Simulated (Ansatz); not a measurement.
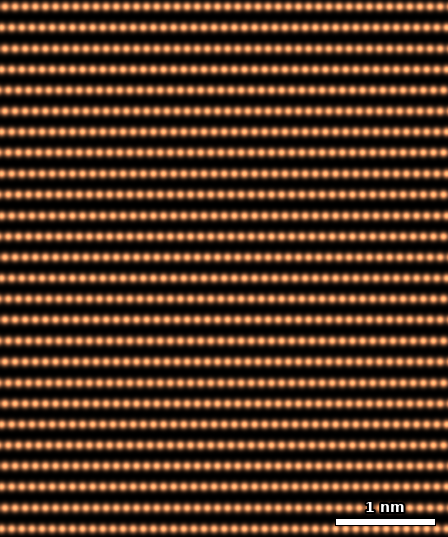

Z-contrast image of Nb (R-3m, No. 166). The image is simulated as a sum over atoms of Z^1.7, blurred by a 0.71 Å probe (no channelling). The probe carries 15 % of its weight in a tail 2.5 times as wide. Atomic positions: the end point of a relaxation with DFT PBE, scalar-relativistic, plane waves, PAW in Ansatz 0.2.0; the starting structure was generated, so it need not be a known form of this composition.

```
CELL_PARAMETERS angstrom
3.17486 0.00000 0.00000
-1.58743 2.74951 0.00000
0.00000 0.00000 51.47308
ATOMIC_POSITIONS crystal
Nb 0.33333 0.66667 0.89651
Nb 0.00000 0.00000 0.77015
Nb 0.33333 0.66667 0.81254
Nb 0.00000 0.00000 0.85413
Nb 0.33333 0.66667 0.72883
Nb 0.00000 0.00000 0.93784
Nb 0.66667 0.33333 0.68751
Nb 0.66667 0.33333 0.97915
Nb 0.00000 0.00000 0.22985
Nb 0.66667 0.33333 0.10349
Nb 0.00000 0.00000 0.14587
Nb 0.66667 0.33333 0.18746
Nb 0.00000 0.00000 0.06216
Nb 0.66667 0.33333 0.27117
Nb 0.33333 0.66667 0.02085
Nb 0.33333 0.66667 0.31249
Nb 0.66667 0.33333 0.56318
Nb 0.33333 0.66667 0.43682
Nb 0.66667 0.33333 0.47921
Nb 0.33333 0.66667 0.52079
Nb 0.66667 0.33333 0.39549
Nb 0.33333 0.66667 0.60451
Nb 0.00000 0.00000 0.35418
Nb 0.00000 0.00000 0.64582
```

Q: Along which zone axis is the crystal seen: [131], [210], [310] or [121]? (Directions equivalent by symmetry count as one.)

A: [310]. The projected cells are 1.05 × 2.78 Å, 100° for [131]; 1.59 × 17.16 Å, 90° for [210]; 1.04 × 17.16 Å, 91° for [310]; 1.82 × 1.83 Å, 120° for [121], and the image repeats as the [310] one does.
